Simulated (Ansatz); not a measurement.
## Mo: single-point calculation

System: Mo (slab, 6 atoms in the cell).
Method: DFT PBE, scalar-relativistic, plane waves, PAW, PAW set soft_1, no spin polarisation (Ansatz 0.2.0).

The structure derives from an entry of the Crystallography Open Database. Figures and captions count atoms from 1; the log counts them from 0 in places.

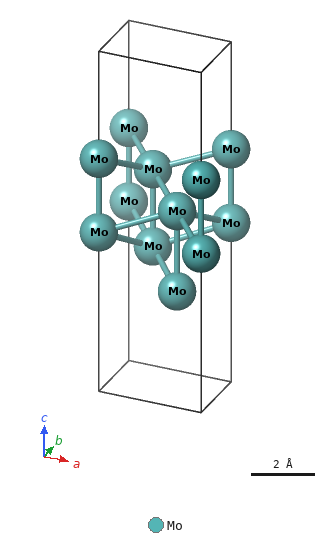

Figure 1. The structure (ball-and-stick view of the cell of the calculation, with the vacuum cut short, seen slightly off an axis). An atom can appear more than once, as a periodic image.

Input
```yaml
crystal:
  lattice:
    - [4.4695765303, 0.0, 0.0]
    - [-2.2347882651, 3.8707668194, 0.0]
    - [0.0, 0.0, 20.8595667262]
  atoms:
    - { symbol: Mo, position: [0.6666666667, 0.3333333333, 0.1917585371] }
    - { symbol: Mo, position: [0.3333333333, 0.6666666667, 0.23549619] }
    - { symbol: Mo, position: [0.0, 0.0, 0.2792338429] }
    - { symbol: Mo, position: [0.6666666667, 0.3333333333, 0.3191171057] }
    - { symbol: Mo, position: [0.3333333333, 0.6666666667, 0.3580407041] }
    - { symbol: Mo, position: [0.0, 0.0, 0.3959606081] }
basis:
  ecutwfc: 420
kpoints:
  mp_grid: { grid: [6, 6, 1] }
hamiltonian:
  xc: pbe
  pseudopotentials: { kind: paw, azcp: { folder: soft_1 } }
scf:
  occupations: { method: gaussian, width: 0.1 }
output:
  forces: true
  eigenvalues: true
  write_density: true
  write_potential: true
  elf: true
  volumetric_format: npy
efield:
  axis: 3
  dipole_correction: true
  ramp_width: 0.04
```

Launch command:
```bash
ansatz run input.yaml --threads 2 --pin off --max-ram 6144MiB --backend cpu --events-out ev --progress --plain --runs-dir out
```

Log
```
Engine: ansatz 0.2.0, aarch64-unknown-linux-gnu
Pseudopotentials: kind: paw
Pseudopotential: Mo, paw, valence charge 14, recommended cutoff 420 eV (normal), [file]
Functional definition: PBE
  parameter kappa = 0.804
  parameter beta = 0.06672455060314922
  exchange = pbe_x(kappa = kappa, mu = beta*pi^2/3)
  correlation = pbe_c(beta = beta)
Crystal: 6 atoms, lattice volume = 360.885 Å³
Basis set: ecut = 420 eV, 7071 PW (Γ), exchange–correlation on 60×60×288 points (8 copies of the dense FFT grid, shifted against one another)
Bands: 51, of which v1, the nominal top of the filled ones, is band 42 counted from 1 (41 counted from 0)
Symmetry: 6 space group operations
Space group: P3m1 (ITA 156), of the structure as read, at distance tolerance 7.1e-5 Å
k-points: 7 of 36 (time reversal used)
Non-local potential: Mo, projectors of the file, l = 0: 3, l = 1: 2, l = 2: 2, l = 3: 1
PAW form: soft (Blöchl's): semilocal exchange-correlation on the pseudo side does not see the compensation charge
PAW one-centre angular grid: Mo, 590 points (default); XC on 64 Gauss nodes
Initial density: superposition of atomic densities (neutral atoms: chi_scale 0, normalization atom)
Initial wavefunctions: pseudopotential atomic-orbital guess
Functional: x = pbe(κ = 0.804, μ = 0.2195149727645171), c = pbe(β = 0.06672455060314922)
SCF iter   1: F=—  HF=-29735.371042 eV  |F-HF|=—  |Δ(HF+E_count)|=         —  Δρ=5.54e-2  dr2=3.89e1  ethr=3.10e-3  p=-0.000 e·Å  D=-7.07e-7 V/Å  ΔV_dip=0.00 eV  dr2_dipole=5.12e-1  V_vac-E_F(+/−)=5.84/5.84 eV  ⟨swp⟩=9.0  Hψ=1701  notcnv=0
efield: sawtooth ramp at fractional position 0.7739 (placed from the atoms, in the widest stretch of the axis that holds none; the zero of the levels goes with the place), width 0.0400; the density the first Hamiltonian is built on has a dipole p = -0.000 e·Å; the dipole correction subtracts the counter field D = -7.07e-7 V/Å, which shifts the + side's vacuum level by +0.00 eV against the − side's; the planar-averaged density in the ramp window peaks in size at 2.2e-6 e/Å³
preconditioner: auto → LDOS  [metal: Δε(μ)=0.071 eV  Ē_g=4.188 eV  σ=0.100 eV  W_gap=0.38  n_scr=68 (ndim 8)  ℏωp=11.7 eV  f_vac=0.621  D(μ)=4.64/eV (n_scr^D=10)  β→1.0]
SCF iter   2: F=—  HF=-29737.188608 eV  |F-HF|=—  |Δ(HF+E_count)|=    1.82e0  Δρ=6.55e-2  dr2=9.21e1  ethr=3.10e-3  p=-0.122 e·Å  D=-6.10e-2 V/Å  ΔV_dip=1.27 eV  dr2_dipole=3.34e0  V_vac-E_F(+/−)=3.40/2.13 eV  ⟨swp⟩=4.6  Hψ=997  notcnv=0  defer=14  recentre
SCF iter   3: F=—  HF=-29729.872020 eV  |F-HF|=—  |Δ(HF+E_count)|=    7.32e0  Δρ=1.70e-2  dr2=4.76e0  ethr=3.10e-3  p=-0.018 e·Å  D=-9.12e-3 V/Å  ΔV_dip=0.19 eV  dr2_dipole=5.66e-2  V_vac-E_F(+/−)=4.86/4.67 eV  ⟨swp⟩=4.1  Hψ=962  notcnv=0  defer=17
SCF iter   4: F=—  HF=-29729.395883 eV  |F-HF|=—  |Δ(HF+E_count)|=   4.76e-1  Δρ=3.31e-3  dr2=9.70e-2  ethr=3.10e-3  p=-0.024 e·Å  D=-1.22e-2 V/Å  ΔV_dip=0.25 eV  dr2_dipole=1.62e-3  V_vac-E_F(+/−)=4.20/3.94 eV  ⟨swp⟩=2.3  Hψ=520  notcnv=0  defer=17
SCF iter   5: F=—  HF=-29729.391815 eV  |F-HF|=—  |Δ(HF+E_count)|=   4.07e-3  Δρ=1.47e-3  dr2=2.32e-2  ethr=1.15e-4  p=-0.023 e·Å  D=-1.16e-2 V/Å  ΔV_dip=0.24 eV  dr2_dipole=1.48e-3  V_vac-E_F(+/−)=4.00/3.76 eV  ⟨swp⟩=4.0  Hψ=789  notcnv=0  defer=17
SCF iter   6: F=—  HF=-29729.391360 eV  |F-HF|=—  |Δ(HF+E_count)|=   4.55e-4  Δρ=6.38e-4  dr2=3.56e-3  ethr=2.76e-5  p=-0.021 e·Å  D=-1.06e-2 V/Å  ΔV_dip=0.22 eV  dr2_dipole=2.69e-4  V_vac-E_F(+/−)=3.93/3.71 eV  ⟨swp⟩=2.0  Hψ=472  notcnv=0  defer=17
SCF iter   7: F=—  HF=-29729.391139 eV  |F-HF|=—  |Δ(HF+E_count)|=   2.20e-4  Δρ=1.83e-4  dr2=7.96e-4  ethr=4.23e-6  p=-0.020 e·Å  D=-9.95e-3 V/Å  ΔV_dip=0.21 eV  dr2_dipole=4.07e-5  V_vac-E_F(+/−)=3.89/3.68 eV  ⟨swp⟩=2.0  Hψ=451  notcnv=0  defer=17
SCF iter   8: F=—  HF=-29729.391147 eV  |F-HF|=—  |Δ(HF+E_count)|=   7.91e-6  Δρ=8.05e-5  dr2=1.16e-4  ethr=9.48e-7  p=-0.020 e·Å  D=-9.90e-3 V/Å  ΔV_dip=0.21 eV  dr2_dipole=7.40e-7  V_vac-E_F(+/−)=3.87/3.66 eV  ⟨swp⟩=2.0  Hψ=414  notcnv=0  defer=17
SCF iter   9: F=—  HF=-29729.391154 eV  |F-HF|=—  |Δ(HF+E_count)|=   7.03e-6  Δρ=2.91e-5  dr2=7.65e-6  ethr=1.38e-7  p=-0.020 e·Å  D=-9.81e-3 V/Å  ΔV_dip=0.20 eV  dr2_dipole=1.39e-7  V_vac-E_F(+/−)=3.85/3.65 eV  ⟨swp⟩=2.1  Hψ=467  notcnv=0  defer=17
SCF iter  10: F=—  HF=-29729.391676 eV  |F-HF|=—  |Δ(HF+E_count)|=   5.22e-4  Δρ=1.19e-5  dr2=1.67e-6  ethr=9.11e-9  p=-0.020 e·Å  D=-9.79e-3 V/Å  ΔV_dip=0.20 eV  dr2_dipole=2.05e-7  V_vac-E_F(+/−)=3.85/3.64 eV  ⟨swp⟩=2.1  Hψ=493  notcnv=0  defer=17
SCF iter  11: F=—  HF=-29729.391677 eV  |F-HF|=—  |Δ(HF+E_count)|=   4.49e-7  Δρ=5.29e-6  dr2=2.21e-7  ethr=1.99e-9  p=-0.020 e·Å  D=-9.78e-3 V/Å  ΔV_dip=0.20 eV  dr2_dipole=1.31e-8  V_vac-E_F(+/−)=3.85/3.64 eV  ⟨swp⟩=2.3  Hψ=507  notcnv=0  defer=17
SCF iter  12: F=-29729.391677 eV  HF=-29729.391677 eV  |F-HF|=1.08e-9  |Δ(HF+E_count)|=   2.19e-8  Δρ=1.12e-6  dr2=1.07e-8  ethr=1.19e-10  p=-0.019 e·Å  D=-9.78e-3 V/Å  ΔV_dip=0.20 eV  dr2_dipole=4.36e-10  V_vac-E_F(+/−)=3.85/3.64 eV  ⟨swp⟩=22.9  Hψ=3226  notcnv=0
SCF 1 converged in 12 iterations: F = -29729.391677 eV  dr2 = 1.07e-8
  greatest PAW one-centre occupation: 0.999 electrons in one spin orbital (limit 2), on the Mo atom at site 4 (counted from 0), in its partial waves of l = 0
```

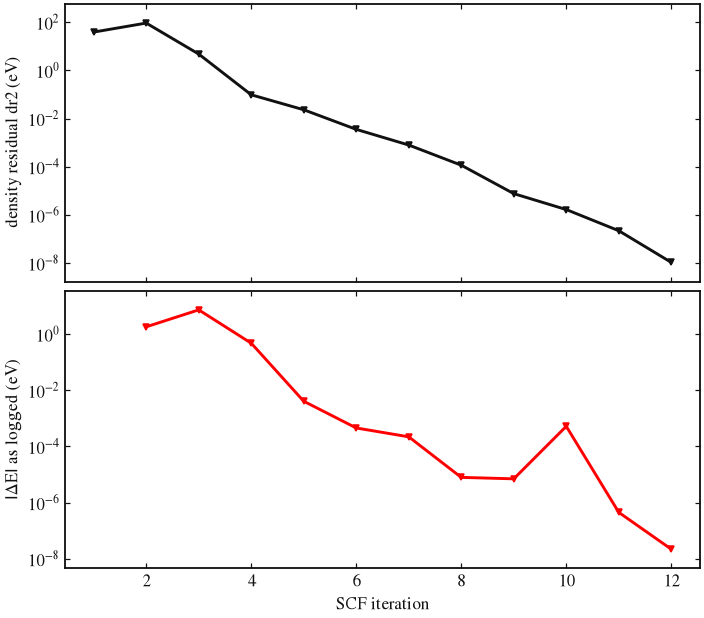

Figure 2. Convergence of the self-consistent field: density residual dr2 and size of the energy change against the SCF iteration. The residual comes down, with one marked jump up, by a factor of about 2.5, at step 2.

```
SCF converged after 12 iterations
Free energy (F): -29729.391677 eV
Harris-Foulkes:  -29729.391677 eV  (|F-HF|=1.08e-9)
Internal energy: -29729.338922 eV  (E = F + TS)
E sigma→0 (E₀):  -29729.365299 eV
Entropy (-TS):   -0.052754 eV (-8.792 meV/atom)
Fermi energy:    2.748475 eV
Dipole field:    D = -0.009755 V/Å  (p = -0.019456 e·Å, saw-weighted, corrected)
Work function:   Φ+ = 3.8463 eV   Φ− = 3.6428 eV
Levels:          The Fermi level and band energies are counted from a zero that moves with the ramp; work functions are not
--- Per-component energies (eV) ---
  E_band       = -1845.347836
  E_kinetic    = 2525.288563
  E_local      = -77355.864292  (includes V_loc(G=0)·N_el)
  E_nonlocal   = 898.857262
  E_hartree    = 37177.810529
  E_xc         = -1048.908293
  E_vxc        = -1306.662183  (∫ρ·V_xc dr)
  E_paw        = -19273.617292  (= ΣΔE_a)
  E_vpaw       = -962.651944  (= ΣTr[D̂ρ^β])
  E_aug_tail   = 0.000301  (compensation charges beyond the density's cutoff)
  E_efield     = 0.000095  (sawtooth field / dipole correction)
  E_vefield    = 0.047053  (∫n·V_field dr)
  E_ewald      = 27347.094205
  E_smearing   = -0.052754  (= −TS)
  E_closure    = 0.000000  (closes the sum)
  Σ components = -29729.391677   (vs F -29729.391677, Δ=0.00e0)
--- Forces (eV/Å), atoms counted from 1 ---
  atom   1  Mo     0.00000000     0.00000000     1.46053638
  atom   2  Mo    -0.00000000     0.00000000    -0.23090148
  atom   3  Mo    -0.00000000    -0.00000000    -1.33347119
  atom   4  Mo    -0.00000000    -0.00000000    -0.08735305
  atom   5  Mo     0.00000000    -0.00000000     0.06008266
  atom   6  Mo     0.00000000     0.00000000     0.13106854
  max |Σ_I F_I| component: 3.82e-5 eV/Å
--- Band table (eV; the first three rows and the last of 7) ---
  k-point 0: bands = ["-58.4100", "-58.1819", "-58.1319", "-58.0986", "-57.9555", "-57.8877", "-32.8806", "-32.7368", "-32.7368", "-32.7005", "-32.6224", "-32.6224", "-32.5155", "-32.3613", "-32.3613", "-32.0506", "-32.0506", "-31.9602", "-31.8709", "-31.7556", "-31.7556", "-31.6705", "-31.6705", "-31.6641", "-3.3057", "-1.9378", "-1.9378", "-0.9438", "-0.2007", "-0.2007", "0.1224", "0.1224", "0.1224", "0.2651", "0.8225", "0.8225", "1.0143", "1.5126", "1.5126", "1.5338", "1.5338", "1.7531", "2.6693", "3.8907", "3.8907", "4.0067", "4.0067", "4.2697", "4.4763", "4.4763", "4.8435"]
  k-point 1: bands = ["-58.3888", "-58.1818", "-58.1395", "-58.0976", "-57.9610", "-57.8980", "-32.9232", "-32.8678", "-32.8081", "-32.7160", "-32.5497", "-32.5247", "-32.4632", "-32.3405", "-32.2913", "-32.0352", "-32.0296", "-31.9615", "-31.8731", "-31.8042", "-31.7562", "-31.7186", "-31.6686", "-31.6492", "-2.9589", "-1.7551", "-1.7239", "-1.0992", "-0.5525", "-0.3193", "-0.2442", "-0.0031", "0.2361", "0.3692", "0.8445", "0.9468", "1.1739", "1.4069", "1.6829", "1.8523", "1.9272", "2.1206", "2.8265", "3.5575", "3.6214", "3.9959", "4.0712", "4.3251", "4.3381", "4.4341", "4.7628"]
  k-point 2: bands = ["-58.3331", "-58.2004", "-58.1542", "-58.0873", "-57.9737", "-57.9202", "-33.0083", "-32.9953", "-32.8217", "-32.6815", "-32.5802", "-32.5110", "-32.2870", "-32.2441", "-32.1616", "-32.1446", "-32.0091", "-31.9840", "-31.9102", "-31.8215", "-31.7614", "-31.7431", "-31.6636", "-31.6403", "-2.1784", "-1.6113", "-1.3044", "-1.1300", "-0.7322", "-0.3588", "-0.3262", "0.1361", "0.2562", "0.3959", "0.6960", "0.7082", "1.0159", "1.4036", "1.5719", "2.3636", "2.4371", "2.6251", "2.7592", "3.1148", "3.7928", "3.8428", "4.0033", "4.1202", "4.5008", "4.5059", "4.7018"]
  k-point 6: bands = ["-58.2437", "-58.2426", "-58.1892", "-58.0693", "-57.9876", "-57.9383", "-33.0492", "-32.9691", "-32.8195", "-32.6546", "-32.6438", "-32.5558", "-32.3522", "-32.2395", "-32.1325", "-32.0374", "-32.0134", "-31.9332", "-31.9269", "-31.8123", "-31.7698", "-31.7254", "-31.7021", "-31.6218", "-1.5361", "-1.4342", "-1.3420", "-1.0601", "-0.9549", "-0.8507", "0.3157", "0.3556", "0.3808", "0.5967", "0.7339", "0.8605", "1.5259", "1.5446", "1.7101", "2.0890", "2.1793", "2.5494", "2.9512", "3.3087", "3.3913", "3.4341", "3.7097", "3.7354", "4.0282", "4.1042", "4.3760"]
```

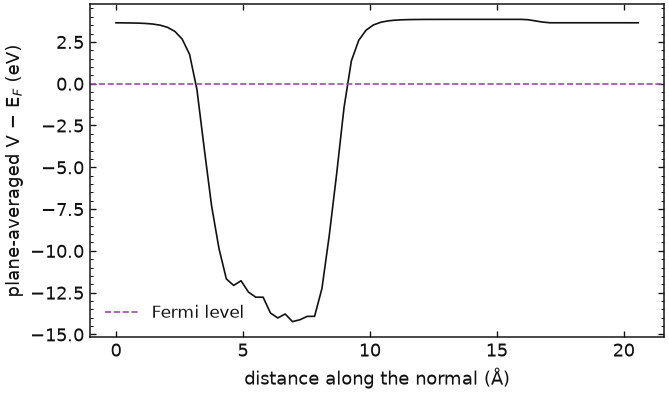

Figure 3. Plane average of the electrostatic potential energy of an electron across the cell, from the Fermi level. The vacuum level lies 3.85 eV above the Fermi level on the upper side and 3.64 eV on the lower.

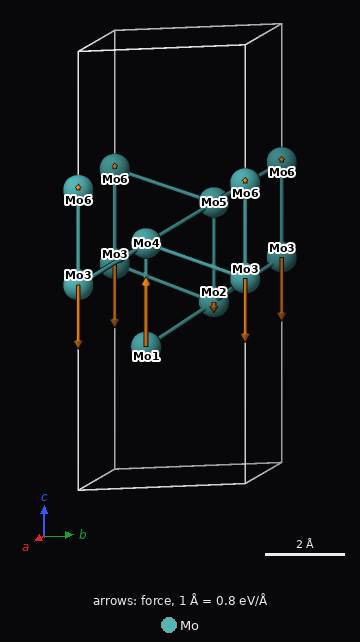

Figure 4. Forces on the atoms as orange arrows (ball-and-stick view of the cell of the calculation, with the vacuum cut short, seen slightly off an axis; atoms are numbered from 1 in the order of the input); the smallest are left out. The largest act on Mo1 (1.46 eV/Å); Mo3 (1.33 eV/Å). The geometry is not a stationary point of this energy.

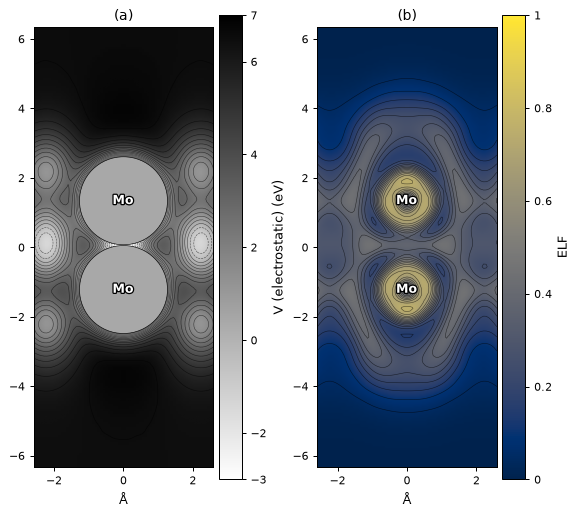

Figure 5. (a) electrostatic potential (local pseudopotential plus Hartree) felt by an electron; (b) ELF on the (010) plane of the calculation cell, a cut from vacuum to vacuum. Grey discs, where drawn, cover atomic cores. Atoms in the plane: Mo. Mo–Mo (2.56 Å): the ELF is about 0.40 at the midpoint, which marks nearly free electrons, as in a simple metal. The strong features right at Mo lie inside the PAW spheres (semicore, d or f shells) and say nothing about bonding. Core electrons are frozen (PAW), so the fields are smoothed inside the atomic spheres.

Key numbers

```json
{"quantity": "outcome", "value": "converged"}
{"quantity": "electrons treated", "value": "84"}
{"quantity": "free energy", "value": "−29729.3917 eV"}
{"quantity": "work function, top face", "value": "3.85 eV"}
{"quantity": "work function, bottom face", "value": "3.64 eV"}
{"quantity": "Fermi energy", "value": "2.748 eV"}
{"quantity": "gap on the k-point mesh", "value": "none (metallic)"}
{"quantity": "work function (upper face)", "value": "3.85 eV"}
{"quantity": "largest force (length of the vector)", "value": "1.461 eV/Å"}
{"quantity": "hardware", "value": "2 threads of Arm Neoverse N1, 98 GiB of memory available, shared host"}
{"quantity": "wall time", "value": "17 s (CPU time 33 s)"}
{"quantity": "peak memory", "value": "0.55 GiB"}
```
